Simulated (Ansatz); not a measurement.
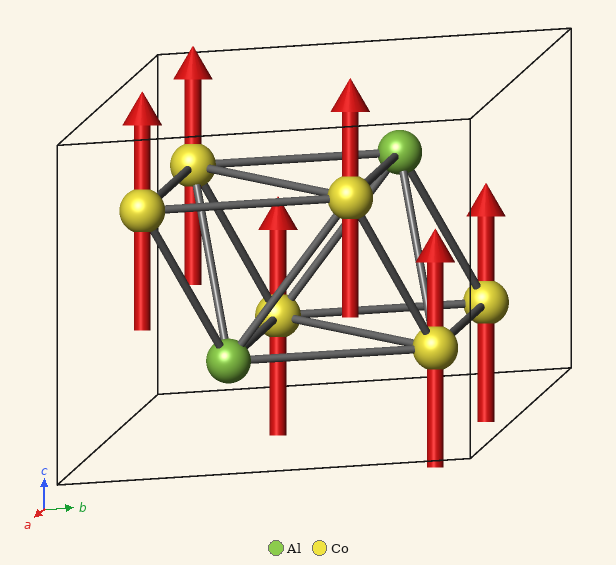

Figure: ball-and-stick view slightly off an axis. One simulation cell is outlined, and atoms on its boundary appear in each equivalent place. Arrows are the site magnetic moments above 0.25 μB; longer means larger, and red and blue are up and down (without spin-orbit coupling the axis itself is arbitrary).

This is the state reached for AlCo$_{3}$. The calculation used Ansatz, DFT PBEsol, scalar-relativistic, plane waves, PAW, with a cutoff energy of 420 eV, k-point mesh 12×12×10, Gaussian smearing of 0.1 eV, collinear spins.

**What order do the moments form, and how large are they?**

Ferromagnetic (within this cell). Site moments: 6 Co +1.2 μB. The net spin moment of the whole cell is 7.2 μB, including what lies between the atoms and on sites without an arrow.

Its origin is a structure listed in the Materials Project. It was relaxed at fixed volume with Ansatz 0.2.0, DFT PBEsol, scalar-relativistic, plane waves, PAW.

At this level of theory the cell isn't at rest (compressed, at 15 GPa), so its distances can differ from those at equilibrium, the more so the softer the solid, and its magnetic state may change on relaxation.
